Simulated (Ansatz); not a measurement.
Single-point calculation of MgO

System: MgO (F-43m, 2 atoms in the cell).
Method: DFT, PBE, all-electron LAPW, scalar-relativistic, no spin polarisation (Ansatz 0.2.0).

Its volume is 0.94 times that of the source entry. It belongs to a series of runs on one base structure; here: volume scaled by 0.9405.

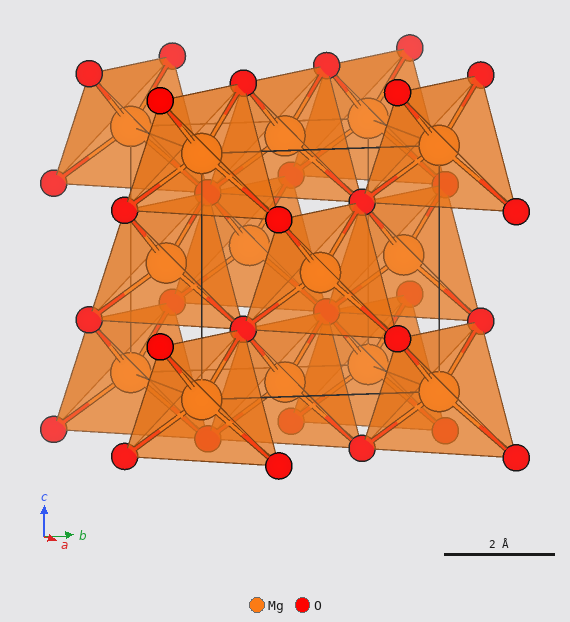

**Figure 1.** The structure (polyhedral view of the cell 4 times as large as that of the calculation, set on its symmetry axes, seen slightly off an axis; polyhedra are completed across the faces of the cell).

### Summary

| quantity | value |
| --- | --- |
| outcome | converged |
| space group (tolerance 0.01 Å) | F-43m (216) |
| electrons in bands (core shells apart) | 18 |
| free energy | −7502.4235 eV |
| Fermi energy | 6.848 eV |
| gap on the k-point mesh | 3.82 eV |
| pressure | 7.97 GPa |
| largest force (length of the vector) | under 0.001 eV/Å |
| hardware | 1 thread of Arm Neoverse V2, 24 GiB of memory available, shared host |
| wall time | 16 s |
| peak memory | 0.32 GiB |

### Notes

The cell is under a pressure of 8.0 GPa at this level, so it is not at its equilibrium volume.

### The input
```yaml
crystal:
  lattice:
    - [0.0, 2.2592223707, 2.2592223707]
    - [2.2592223707, 0.0, 2.2592223707]
    - [2.2592223707, 2.2592223707, 0.0]
  atoms:
    - { symbol: Mg, position: [0.0, 0.0, 0.0] }
    - { symbol: O, position: [0.25, 0.25, 0.25] }
kpoints:
  mp_grid: { grid: [13, 13, 13] }
scf:
  occupations: { method: fermi_dirac, width: 0.08 }
hamiltonian:
  xc: pbe
  pseudopotentials: { kind: all_electron, lapw: { basis_error: 0.0005 } }
output:
  forces: true
  stress: true
  eigenvalues: true
```

Command:
```bash
ansatz run input.yaml --threads 1 --pin off --max-ram 2048MiB --backend cpu --events-out ev --progress --plain --runs-dir out
```

### What the program printed
```
LAPW: plane waves up to 10.256 Å⁻¹, error target 5.0e-4 eV per atom; small_component_spin mean_spin; O in spheres of 0.954 Å, 8 of its electrons in bands, Dirac shells []; Mg in spheres of 1.003 Å, 10 of its electrons in bands, Dirac shells [] (how accurate: hamiltonian.pseudopotentials.lapw.basis_error, Limitations)
Engine: ansatz 0.2.0, aarch64-unknown-linux-gnu
Pseudopotentials: kind: all_electron
Pseudopotential: Mg, LAPW, valence charge 10, lapw/all_electron/scalar/gaussian/Mg, Koelling and Harmon's equation, gaussian nucleus
Pseudopotential: O, LAPW, valence charge 8, lapw/all_electron/scalar/gaussian/O, Koelling and Harmon's equation, gaussian nucleus
Functional definition: PBE
  parameter kappa = 0.804
  parameter beta = 0.06672455060314922
  exchange = pbe_x(kappa = kappa, mu = beta*pi^2/3)
  correlation = pbe_c(beta = beta)
Crystal: 2 atoms, lattice volume = 23.063 Å³
Basis set: ecut = 400.7412414123378 eV, 411 PW (Γ), exchange–correlation at level 2
Bands: 13, of which v1, the nominal top of the filled ones, is band 9 counted from 1 (8 counted from 0)
Symmetry: 24 space group operations
Space group: F-43m (ITA 216), of the structure as read, at distance tolerance 2.8e-5 Å
k-points: 84 of 2197 (time reversal used)
Non-local potential: Mg, projectors of the file, none
Non-local potential: O, projectors of the file, none
Initial density: superposition of atomic densities (chi_scale 0.1, normalization cell, long waves kept (reshape's long-wave potential 0.00 eV rms))
Initial wavefunctions: plane waves of lowest kinetic energy (no species holds an atomic orbital)
Functional: x = pbe(κ = 0.804, μ = 0.2195149727645171), c = pbe(β = 0.06672455060314922)
iter 1 solved again at ethr=2.30e-2 eV; its pass at ethr=1.00e-1 eV (dr2=4.14e0 eV) is discarded
SCF iter   1: F=—  HF=-7504.600075 eV  |F-HF|=—  |Δ(HF+E_count)|=         —  Δρ=1.20e-1  dr2=4.14e0  ethr=2.30e-2  ⟨swp⟩=2.0  Hψ=6945  notcnv=0
preconditioner: auto → none  [insulator: Δε(μ)=6.371 eV  Ē_g=19.378 eV  σ=0.080 eV  W_gap=1.00  n_scr=8 (ndim 8)  ℏωp=21.9 eV  f_vac=0.000  D(μ)=0.00/eV (n_scr^D=0)  ε∞_Penn≈2.3]
iter 2 solved again at ethr=1.37e-3 eV; its pass at ethr=2.30e-2 eV (dr2=2.47e-1 eV) is discarded
SCF iter   2: F=—  HF=-7502.959959 eV  |F-HF|=—  |Δ(HF+E_count)|=    1.64e0  Δρ=3.95e-2  dr2=2.48e-1  ethr=1.37e-3  ⟨swp⟩=2.0  Hψ=5849  notcnv=0
SCF iter   3: F=—  HF=-7502.426935 eV  |F-HF|=—  |Δ(HF+E_count)|=   5.33e-1  Δρ=1.75e-2  dr2=9.32e-2  ethr=1.37e-3  ⟨swp⟩=3.0  Hψ=3517  notcnv=0
SCF iter   4: F=—  HF=-7502.424435 eV  |F-HF|=—  |Δ(HF+E_count)|=         —  Δρ=2.81e-3  dr2=2.12e-3  ethr=5.18e-4  ⟨swp⟩=2.0  Hψ=3257  notcnv=0
the basis was enlarged: its passes take 503.4 KiB over the memory plan, 1 of 1 planned eigensolver slots
SCF iter   5: F=—  HF=-7502.423547 eV  |F-HF|=—  |Δ(HF+E_count)|=   8.89e-4  Δρ=8.79e-4  dr2=1.86e-4  ethr=1.18e-5  ⟨swp⟩=2.0  Hψ=2940  notcnv=0
SCF iter   6: F=—  HF=-7502.423471 eV  |F-HF|=—  |Δ(HF+E_count)|=   7.57e-5  Δρ=8.61e-5  dr2=1.52e-6  ethr=1.03e-6  ⟨swp⟩=2.0  Hψ=2940  notcnv=0
SCF iter   7: F=-7502.423470 eV  HF=-7502.423470 eV  |F-HF|=2.35e-8  |Δ(HF+E_count)|=   4.88e-7  Δρ=9.52e-6  dr2=1.98e-8  ethr=8.44e-9  ⟨swp⟩=3.0  Hψ=3191  notcnv=0
SCF 1 converged in 7 iterations: F = -7502.423470 eV  dr2 = 1.98e-8
```

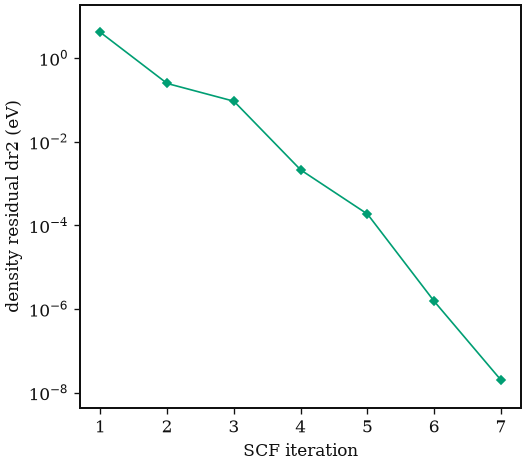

**Figure 2.** Convergence of the self-consistent field: density residual dr2 against the SCF iteration. The residual falls at every step.

```
SCF converged after 7 iterations
Free energy (F): -7502.423470 eV
Harris-Foulkes:  -7502.423470 eV  (|F-HF|=2.35e-8)
Internal energy: -7502.423470 eV  (E = F + TS)
E sigma→0 (E₀):  -7502.423470 eV
Fermi energy:    6.847553 eV
--- Per-component energies (eV) ---
  E_band       = -1329.236211
  E_kinetic    = 7509.658548
  E_xc         = -683.788316
  E_electrostatic = -14328.293702  (all electrons and nuclei)
  E_smearing   = -0.000000  (= −TS)
  E_closure    = 0.000000  (closes the sum)
  E_atoms      = -7490.792933  (free atoms, spherical and without spin; not in F)
  Σ components = -7502.423470   (vs F -7502.423470, Δ=0.00e0)
  Basis errors (estimates in eV, not in F): energy 2.4e-4 per atom: plane waves 2.1e-4 (1.3e-4 summed), levels above the bands 3.0e-81, relativity 1.3e-8, radial functions 2.3e-5, core shells 4.2e-11; eigenvalues (radial functions only) 4.2e-6; not estimated: angular momenta, meshes, grids; target (lapw.basis_error) 5.0e-4; muffin-tin radii O 0.954 Å, Mg 1.003 Å
--- Forces (eV/Å), atoms counted from 1 ---
  atom   1  Mg     0.00000000    -0.00000000     0.00000000
  atom   2  O     -0.00000000     0.00000000     0.00000000
  max |Σ_I F_I| component: 4.63e-17 eV/Å
--- Stress (GPa, compression-positive) ---
        7.965600      -0.000000      -0.000000
       -0.000000       7.965600       0.000000
       -0.000000       0.000000       7.965600
  P = ⅓ Tr σ = 7.9656 GPa (79.656 kbar)
--- Band table (eV; the first three rows and the last of 84) ---
  k-point 0: bands = ["-497.7184", "-66.6809", "-33.4279", "-33.4279", "-33.4279", "-11.2551", "4.7230", "4.7230", "4.7230", "8.5462", "21.8831", "21.8831", "21.8831"]
  k-point 1: bands = ["-497.7184", "-66.6807", "-33.4307", "-33.4283", "-33.4283", "-11.2161", "4.4226", "4.7122", "4.7122", "8.8950", "21.3065", "21.8881", "21.8881"]
  k-point 2: bands = ["-497.7184", "-66.6801", "-33.4384", "-33.4293", "-33.4293", "-11.1062", "3.7565", "4.6826", "4.6826", "9.7042", "20.0178", "21.6386", "21.6386"]
  k-point 83: bands = ["-497.7184", "-66.6761", "-33.4667", "-33.4538", "-33.4441", "-10.3055", "2.7983", "3.1380", "3.7420", "12.5546", "16.4405", "18.6844", "19.4254"]
```
